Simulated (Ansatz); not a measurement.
## Electronic structure of Ti$_{3}$O in real space

```cif
data_structure
_symmetry_space_group_name_H-M 'P 1'
_symmetry_Int_Tables_number 1
_cell_length_a 5.1305
_cell_length_b 5.1305
_cell_length_c 4.9008
_cell_angle_alpha 90.000
_cell_angle_beta 90.000
_cell_angle_gamma 120.000
_cell_volume 111.72
loop_
_atom_site_label
_atom_site_type_symbol
_atom_site_fract_x
_atom_site_fract_y
_atom_site_fract_z
_atom_site_occupancy
Ti1 Ti 0.00000 0.67080 0.75000 1
Ti2 Ti 0.00000 0.32920 0.25000 1
Ti3 Ti 0.67080 0.00000 0.75000 1
Ti4 Ti 0.67080 0.67080 0.25000 1
Ti5 Ti 0.32920 0.32920 0.75000 1
Ti6 Ti 0.32920 0.00000 0.25000 1
O1 O 0.00000 0.00000 0.50000 1
O2 O 0.00000 0.00000 0.00000 1
```

Space group P6₃/mcm; a structure generated by program, which may or may not match a known phase; computed pressure about −6 GPa in this cell; computed without spin polarisation.

Theory: DFT PBEsol, scalar-relativistic, plane waves, PAW (Ansatz).

Core electrons are frozen (PAW), and the valence fields are smoothed inside the atomic spheres.

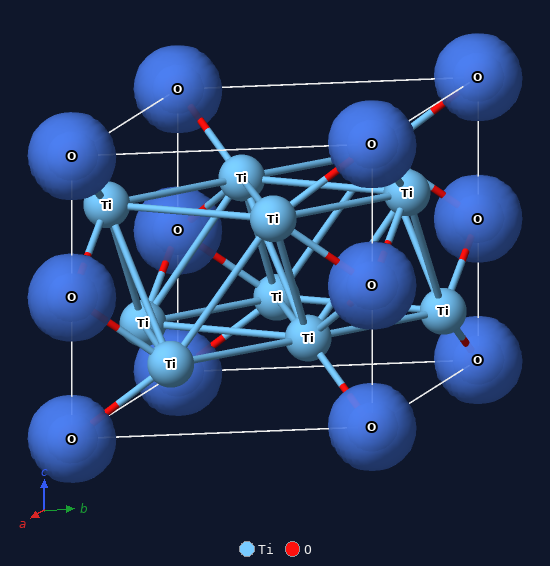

Figure 1. Isosurface of the ELF at 0.75 (blue), seen slightly off an axis. Core shells and regions of very low density are left out. Sticks mark near contacts.

Where are the electrons localised?

At this value the surface marks out two regions wrapped around O (the valence shell of each), counted in one cell of 8 atoms. Any copies at cell faces, edges or corners count once. Along the contacts the grid gives the following. Ti–O (2.09 Å): the ELF peaks at about 0.80 in the valence shell of O, 0.6 Å from its nucleus, and is about 0.15 at the midpoint (no shared electron pair shows on this line). Ti–Ti (2.93 Å): the ELF is about 0.10 at the midpoint (no localised pair shows between them).

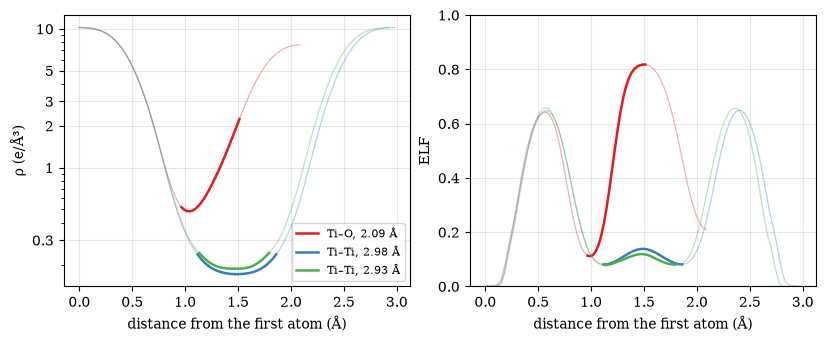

Figure 2. Valence charge density (pseudo) and electron localisation function along straight lines between neighbouring atoms. Thin, pale parts lie inside the atomic spheres.

Compare the contacts.

Ti–O (2.09 Å): the density is about 0.48 e/Å³ at the midpoint; the ELF peaks at about 0.80 in the valence shell of O, 0.6 Å from its nucleus, and is about 0.15 at the midpoint (no shared electron pair shows on this line).
Ti–Ti (2.98 Å): the density is about 0.17 e/Å³ at the midpoint; the ELF is about 0.15 at the midpoint: no localised pair shows between them.
Ti–Ti (2.93 Å): ρ is about 0.19 e/Å³ halfway; the ELF is about 0.10 at the midpoint; no localised pair shows between them.

How much charge does the calculation move between the atoms?

Electrons move from Ti towards O. Bader charges: Ti +0.47 and O −1.42 e.

Does the calculation give a band gap?

It is metallic or semimetallic at this level of theory: no gap opens; semilocal functionals without U, or without the true magnetic order, often close the gap of such compounds.
